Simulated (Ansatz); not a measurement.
# Does disorder add resistance in series? Re(0001) layers with 50 % V

Two lengths of the disordered region are known. What area resistance does the third give?

**Method.** Ansatz 0.2.0, plane waves with PAW datasets at their recommended cutoffs (420 eV for most), Fermi-Dirac smearing; ballistic transmission by layer matching. The area resistance is RA = A (h/2e²)(1/T − 1/N), with T the zone-mean transmission per spin and N the lead's channels, both averaged over a few energies near the Fermi level; for magnets each spin is taken apart, with h/e², and the two conduct in parallel. Lateral cell 2x2, PBE, a fresh random draw for each length.

The runs, with one result withheld:

| length (Å) | channels N | RA (fΩ m²) |
| --- | --- | --- |
| 4.46 | 5.247 | 0.518 |
| 13.4 | 5.260 | 0.967 |
| 22.3 | 5.260 | ? |

**Estimate by hand.**

Ohm's law makes RA linear in the length: the slope is (0.967 − 0.518)/(13.4 − 4.46) = 0.0504 fΩ m² per Å, or 50 µΩ cm. Then 0.967 + 0.0504 × 8.92. Predicted: 1.42 fΩ m².

**The withheld run.**

1.40 fΩ m², so the prediction is 1.5 % too high. The three lengths together give 49 µΩ cm. The two increments are 0.45 and 0.43 fΩ m², roughly as Ohm's law has it, though with one draw for each length that is a weak test.

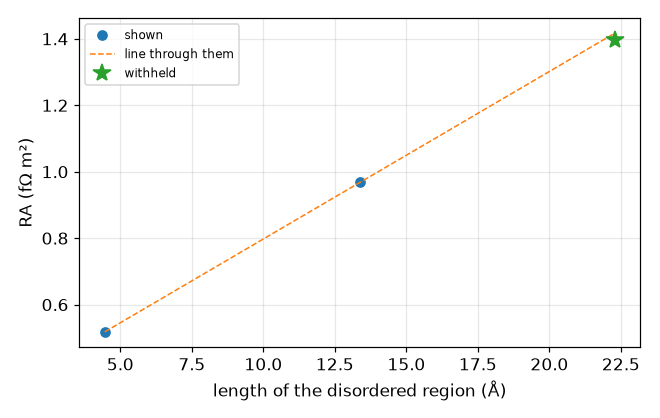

Area resistance against length.

**Limits.** The scatterers repeat sideways with the small cell. The slope is a raw one; a model of isotropic scattering puts it 1.02 times the bulk value over these lengths. Atoms sit unrelaxed on the host's lattice, and the pair may not mix at random in practice. Spin-orbit coupling is left out, which matters for Re.
